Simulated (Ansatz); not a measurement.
```
CELL_PARAMETERS angstrom
5.70113 0.00000 0.00000
0.00000 5.70113 0.00000
0.00000 0.00000 5.70113
ATOMIC_POSITIONS crystal
Fe 0.50000 0.00000 0.00000
Fe 0.00000 0.50000 0.50000
Fe 0.00000 0.00000 0.50000
Fe 0.50000 0.50000 0.00000
Fe 0.00000 0.50000 0.00000
Fe 0.50000 0.00000 0.50000
Fe 0.25000 0.25000 0.75000
Fe 0.75000 0.75000 0.25000
Fe 0.25000 0.75000 0.25000
Fe 0.75000 0.25000 0.75000
Fe 0.75000 0.25000 0.25000
Fe 0.25000 0.75000 0.75000
Fe 0.25000 0.25000 0.25000
Fe 0.75000 0.75000 0.75000
Co 0.00000 0.00000 0.00000
Co 0.50000 0.50000 0.50000
```

Space group Im-3m; a structure from a database of computed crystals, not necessarily the ambient phase; spin-polarised.

The calculation used DFT r2SCAN, scalar-relativistic, plane waves, PAW in Ansatz.

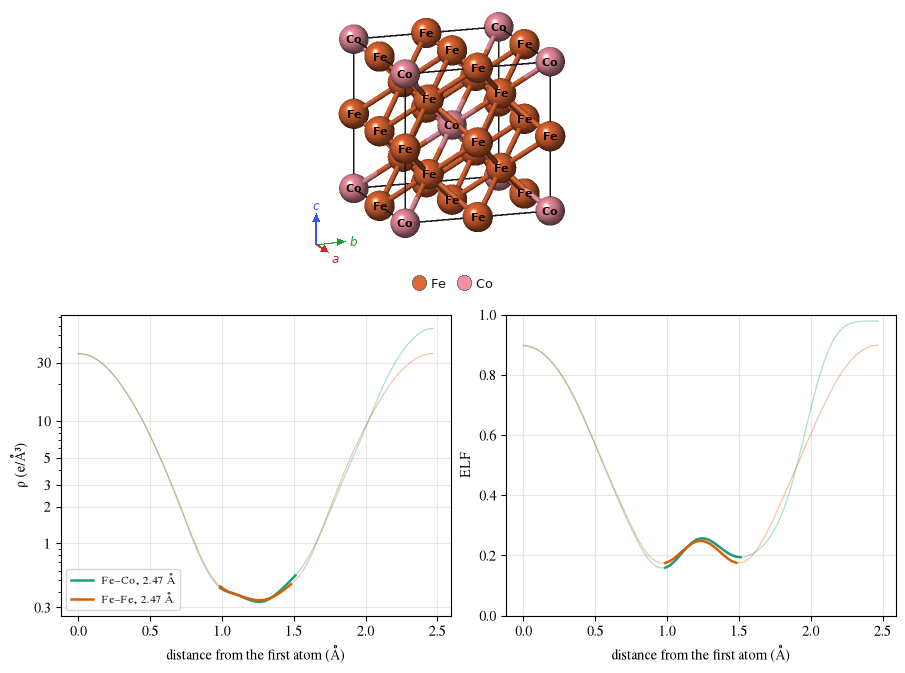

Fe7Co. Valence charge density (pseudo) and electron localisation function along straight lines between neighbouring atoms. Thin, pale parts lie inside the atomic spheres. The structure is drawn too.

Core electrons are frozen (PAW), and the valence fields are smoothed inside the atomic spheres.

**What can be read from the curves?**

Fe–Co (2.47 Å): ρ at the midpoint is about 0.33 e/Å³; the ELF is about 0.25 at the midpoint (no localised pair shows between them).
Fe–Fe (2.47 Å): the density is about 0.34 e/Å³ at the midpoint; the ELF is about 0.25 at the midpoint: no shared electron pair shows on this line.
